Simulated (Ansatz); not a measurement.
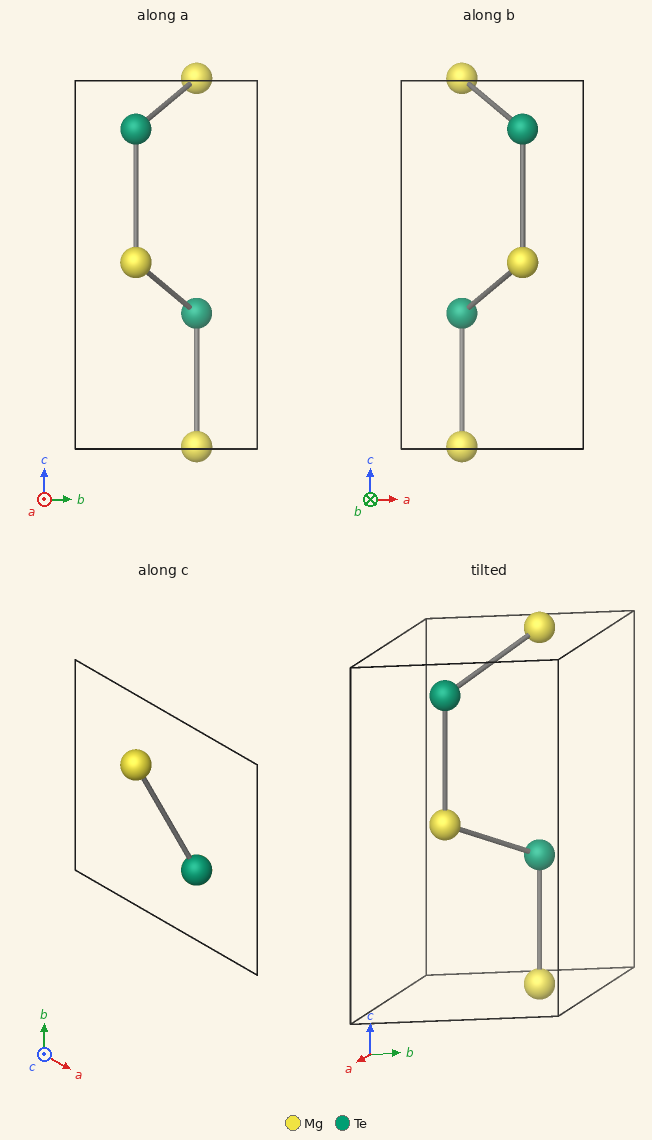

We look at a ball-and-stick model of the crystal along the a axis, along the b axis, along the c axis and slightly off an axis. The outline marks the conventional unit cell.

Lattice parameters: a = 4.395 Å, b = 4.395 Å, c = 7.695 Å, α = 90.00°, β = 90.00°, γ = 120.00°.

Question: Express the structure as a table of Wyckoff sites, with free fractional coordinates to two decimals.

Answer: Space group P6_3mc (No. 186).
```
atom  site       x       y     z
  Mg    2b  0.3333  0.6667  0.01
  Te    2b  0.3333  0.6667  0.37
```

The initial geometry was a structure type filled with these elements by a generator (whether the compound takes this form wasn't checked). The cell was then strained or its atoms displaced on purpose. It was run through Ansatz as a DFT input.
